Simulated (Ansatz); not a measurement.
## Electronic structure of Al$_{16}$HO$_{24}$ (cell charge +1, with a compensating background) (cell with a defect) in real space

The calculation's input:

```
crystal:
  lattice:
    - [-4.8085976127, -2.7762451261, 4.374911747]
    - [4.8085976127, -2.7762451261, 4.374911747]
    - [0.0, 5.5524902522, 4.374911747]
  atoms:
    - { symbol: Al, position: [0.1496157608, 0.1431364621, 0.1463999371] }
    - { symbol: Al, position: [0.6471784115, 0.647220051, 0.1480610839] }
    - { symbol: Al, position: [0.6484154447, 0.1476837236, 0.6463383086] }
    - { symbol: Al, position: [0.1488544814, 0.6459938215, 0.6475807888] }
    - { symbol: Al, position: [0.3526413476, 0.3514734271, 0.3518185183] }
    - { symbol: Al, position: [0.85165504, 0.8511519087, 0.3536704566] }
    - { symbol: Al, position: [0.8523367191, 0.3532995683, 0.8508351059] }
    - { symbol: Al, position: [0.3545051806, 0.8504518912, 0.8515079544] }
    - { symbol: Al, position: [0.648909177, 0.6477099552, 0.6480857184] }
    - { symbol: Al, position: [0.1498979352, 0.1480178311, 0.646225387] }
    - { symbol: Al, position: [0.1491950644, 0.6458943641, 0.149081728] }
    - { symbol: Al, position: [0.6470428832, 0.1487208423, 0.1483935115] }
    - { symbol: Al, position: [0.852837789, 0.8500710525, 0.8523232214] }
    - { symbol: Al, position: [0.3543801198, 0.3519593238, 0.8518426731] }
    - { symbol: Al, position: [0.353154243, 0.8514719226, 0.3535645107] }
    - { symbol: Al, position: [0.8526822286, 0.3531839776, 0.3523076371] }
    - { symbol: O, position: [0.405158182, 0.5958651071, 0.7496333221] }
    - { symbol: O, position: [0.9058733753, 0.0987509521, 0.7417301724] }
    - { symbol: O, position: [0.9033301177, 0.5981347234, 0.2505710791] }
    - { symbol: O, position: [0.4030018351, 0.0963467587, 0.250474532] }
    - { symbol: O, position: [0.4045012273, 0.2499015115, 0.5955509238] }
    - { symbol: O, position: [0.9039979404, 0.7490669599, 0.5977063578] }
    - { symbol: O, position: [0.9046595904, 0.2563478834, 0.097076084] }
    - { symbol: O, position: [0.4022280961, 0.7489651834, 0.0973943697] }
    - { symbol: O, position: [0.5970535284, 0.7492710462, 0.4043475814] }
    - { symbol: O, position: [0.0975552606, 0.2501098781, 0.4021961296] }
    - { symbol: O, position: [0.0990186569, 0.7425310797, 0.9029529985] }
    - { symbol: O, position: [0.5993184949, 0.250208823, 0.9025105791] }
    - { symbol: O, position: [0.7504582946, 0.4039648542, 0.5962144342] }
    - { symbol: O, position: [0.2513893997, 0.9021367845, 0.5984973563] }
    - { symbol: O, position: [0.2513024457, 0.4018330823, 0.096731023] }
    - { symbol: O, position: [0.741912635, 0.9009577609, 0.099851968] }
    - { symbol: O, position: [0.2510852822, 0.5952090995, 0.4036902001] }
    - { symbol: O, position: [0.7501650812, 0.0970344639, 0.4013989657] }
    - { symbol: O, position: [0.7502342055, 0.5973514596, 0.9031717006] }
    - { symbol: O, position: [0.257913395, 0.0991217124, 0.8990843737] }
    - { symbol: O, position: [0.5963816471, 0.4033144816, 0.2502574206] }
    - { symbol: O, position: [0.0989889692, 0.9015148333, 0.2579127659] }
    - { symbol: O, position: [0.098213155, 0.4010493759, 0.749328605] }
    - { symbol: O, position: [0.5985475798, 0.9028203199, 0.7494205198] }
    - { symbol: H, position: [0.0057277988, -0.0012244694, 0.0015667748] }
  host:
    lattice:
      - [2.4042988063, 1.3881225631, 4.374911747]
      - [-2.4042988063, 1.3881225631, 4.374911747]
      - [0.0, -2.7762451261, 4.374911747]
    atoms:
      - { symbol: Al, position: [0.1478748935, 0.1478748935, 0.1478748935] }
      - { symbol: Al, position: [0.3521251065, 0.3521251065, 0.3521251065] }
      - { symbol: Al, position: [0.6478748935, 0.6478748935, 0.6478748935] }
      - { symbol: Al, position: [0.8521251065, 0.8521251065, 0.8521251065] }
      - { symbol: O, position: [0.9438371958, 0.5561628042, 0.25] }
      - { symbol: O, position: [0.4438371958, 0.75, 0.0561628042] }
      - { symbol: O, position: [0.5561628042, 0.25, 0.9438371958] }
      - { symbol: O, position: [0.25, 0.9438371958, 0.5561628042] }
      - { symbol: O, position: [0.75, 0.0561628042, 0.4438371958] }
      - { symbol: O, position: [0.0561628042, 0.4438371958, 0.75] }
total_charge: 1
basis:
  ecutwfc: 420
  xc_grid: 2
kpoints:
  mp_grid: { grid: [2, 2, 2], shift: [0.5, 0.5, 0.5] }
hamiltonian:
  xc: pbe
scf:
  occupations: { method: gaussian, width: 0.02 }
output:
  forces: true
  stress: false
  eigenvalues: true
  charged_corrections:
    defect_position: [0.0, 0.0, 0.0]
    epsilon: [[10.177, 0.0, 0.0], [0.0, 10.177, 0.0], [0.0, 0.0, 12.532]]
  write_density: true
  write_potential: true
  elf: true
  volumetric_format: npy
relax:
  adjacent_minimum: "off"
  f_tol: 0.03
  max_steps: 40
```

Run with:

```sh
ansatz run input.yaml --threads 8 --pin off --max-ram 16384MiB --backend cpu --events-out ev --progress --plain --runs-dir out
```

The fields are those of the run's last geometry, not of the input's.

Method: DFT PBE, scalar-relativistic, plane waves, PAW (Ansatz 0.2.0).

Core electrons are frozen (PAW), and the valence fields are smoothed inside the atomic spheres.

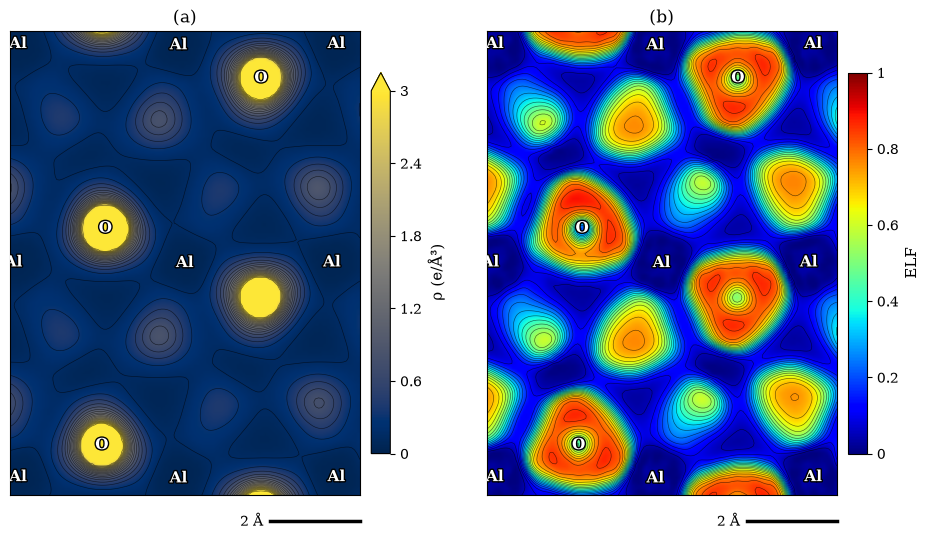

Figure 1. (a) valence pseudo-density; (b) ELF on the (110) plane of the calculation cell.

**Interpret the plot.**

- Atoms in the plane: Al and O.
- Atoms just off the plane (Al, 0.5 Å away and O, 0.3 Å away) can leave unmarked features too.
- Al–O (1.86 Å): ρ at the midpoint is about 0.64 e/Å³; the ELF peaks at about 0.85 in the valence shell of O, 0.7 Å from its nucleus, and is about 0.80 at the midpoint.
- Al–O (1.88 Å): ρ is about 0.62 e/Å³ halfway; the ELF peaks at about 0.85 in the valence shell of O, 0.7 Å from its nucleus, and is about 0.80 at the midpoint.
- Al–O (1.93 Å): ρ is about 0.53 e/Å³ halfway; the ELF peaks at about 0.85 in the valence shell of O, 0.7 Å from its nucleus, and is about 0.80 at the midpoint.
- Al–O (1.98 Å): the density is about 0.5 e/Å³ at the midpoint; the ELF peaks at about 0.85 in the valence shell of O, 0.7 Å from its nucleus, and is about 0.75 at the midpoint.
- Al–O (2.00 Å): ρ at the midpoint is about 0.48 e/Å³; the ELF peaks at about 0.85 in the valence shell of O, 0.7 Å from its nucleus, and is about 0.75 at the midpoint.
- Between the atoms the lowest density in this plane is 0.07 e/Å³.

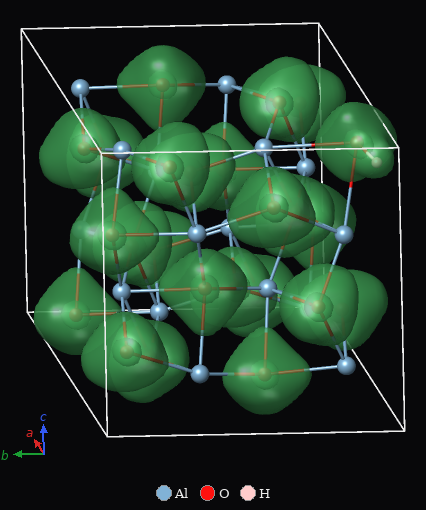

Figure 2. Isosurface of the ELF at 0.65 (green), seen at an oblique angle. Only the valence region is drawn (cores and ρ < 0.01 e/Å³ removed). Sticks mark near contacts.

**Describe the localisation domains.**

The ELF exceeds this value in 23 regions on O in which the atom's valence shell and bonds are merged and one joined region spread over several atoms (H, O), in which their bonds and any lone pairs are merged, counted in one cell of 41 atoms. Regions shared between cells count once.


O–H (1.01 Å): the ELF climbs to about 0.95 towards the hydrogen, as it does in any bond to H: an ordinary covalent bond to hydrogen. Al–O (1.79 Å): the ELF peaks at about 0.85 in the valence shell of O, 0.7 Å from its nucleus, and is about 0.85 at the midpoint.

**Does the calculation give a band gap?**

It is gapped, with a Kohn–Sham gap of 6.8 eV on the k-point mesh (the band edges may lie off the mesh, which would make the gap smaller).
